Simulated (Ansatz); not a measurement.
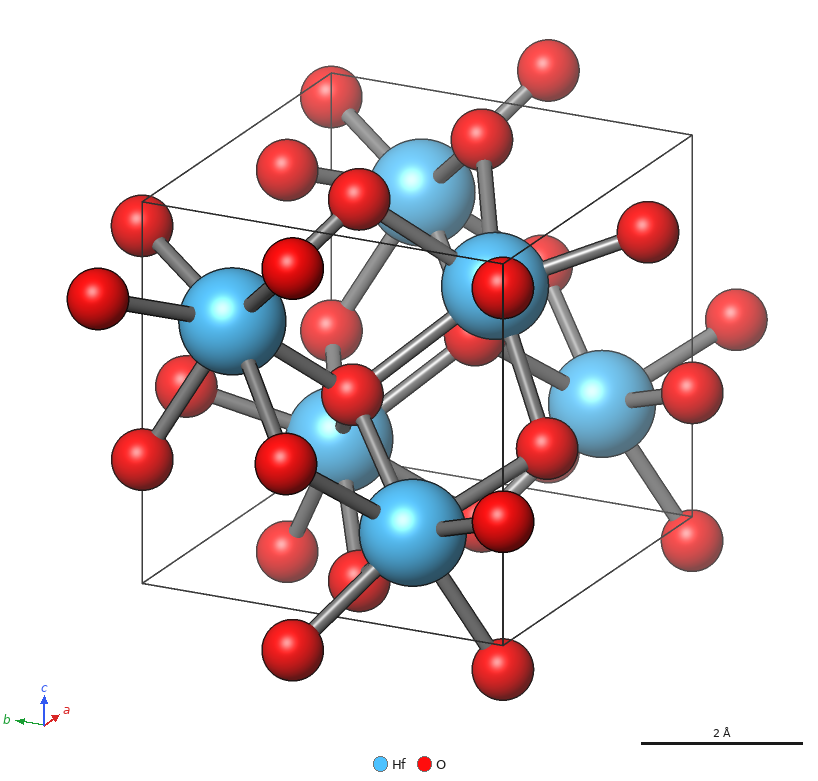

An orthographic ball-and-stick view of the structure, from a general direction. The conventional unit cell is outlined; an atom on or near a face, edge or corner is repeated at each equivalent position. A few atoms beyond the faces are included.

HfO2, space group Pca2_1 (No. 29), a = 5.25 Å, b = 5.03 Å, c = 5.06 Å, α = 90.00°, β = 90.00°, γ = 90.00°.

Setup: Ansatz 0.2.0, DFT, r2SCAN, plane waves, PAW; a basis cut at 500 eV, 4×4×4 k-points, no spin polarisation.

> Metal or not?

An insulator at this level, with a gap of 4.99 eV, indirect; the smallest direct gap is 5.18 eV.

> What is the mean of the ε∞ tensor's diagonal?

ε∞ averages 4.7.

The cell started as a structure listed in the Materials Project. Earlier steps of the study, as a rule a relaxation of our own, may have changed the cell and positions, so they can lie some per cent off the listed ones. An electronic-structure calculation with Ansatz was run on it.
